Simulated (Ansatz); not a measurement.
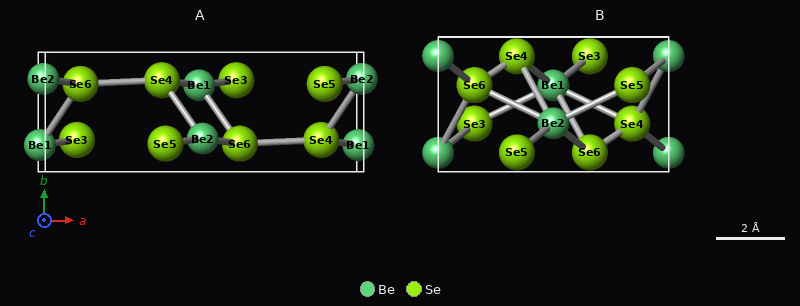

Two geometries of a crystal of BeSe2 (a generated structure, set up in C2/c) (coarse preliminary run), drawn at one scale. One is the start of a relaxation, the other its converged end. The picture is a ball-and-stick view of the conventional cell (2 times the calculation's cell), seen along the c axis. Lengths and directions refer to the drawn axes.

Level of theory: Ansatz, DFT LDA, scalar-relativistic, plane waves, PAW. Set-up: plane-wave cutoff 420 eV; k-point mesh 6 × 6 × 4; occupations gaussian; smearing width 0.1 eV; no spin polarisation; cell and atoms relaxed; force threshold 0.05 eV/Å; at most 60 steps.

Question: Which of the two is the end point?

Answer: Structure A is the relaxed one. Case: Ba → Be, S → Se on all its sites, cell and atoms relaxed. The largest moves relative to the cell, 0.51 Å, are those of Se3, Se4, Se5 and Se6. Se4 goes roughly along [1 −2 1]. By element the largest moves are Se 0.51 Å, Be 0.29 Å. The volume changes by +5.6 %, with a 7.681 → 9.809 Å (+27.7 %), b 3.965 → 3.518 Å (−11.3 %), c 7.602 → 6.490 Å (−14.6 %), β 117.9° → 105.2°. Some distances before and after: Be1–Se3 2.628 → 3.998 Å, Se3–Se5 1.807 → 2.440 Å, Se3–Se5 (another image) 3.642 → 3.120 Å, Se3–Se5 (another image) 2.558 → 2.996 Å. Bond angles that change, for instance: Be2–Se4–Se6 68.0° → 112.2°, Se3–Be1–Se4 142.7° → 172.9°, Se3–Be1–Se6 123.5° → 103.5°. The space group stays C2/c (No. 15). Over 17 accepted moves (19 points after the start) the energy falls by 2027 meV per atom. Largest force component: 16 eV/Å at the start, 0.036 eV/Å at the end. Pressure: 41.30 GPa at the start and −0.28 GPa at the end. At 2 points the geometry stayed and the basis and grid were re-selected for the new cell (energy shift of 24.6 meV per atom at most each time). The run took 74 s on 1 thread of AMD EPYC 9R45 96-Core Processor (Zen 5) (shared host), peak memory 0.49 GiB.
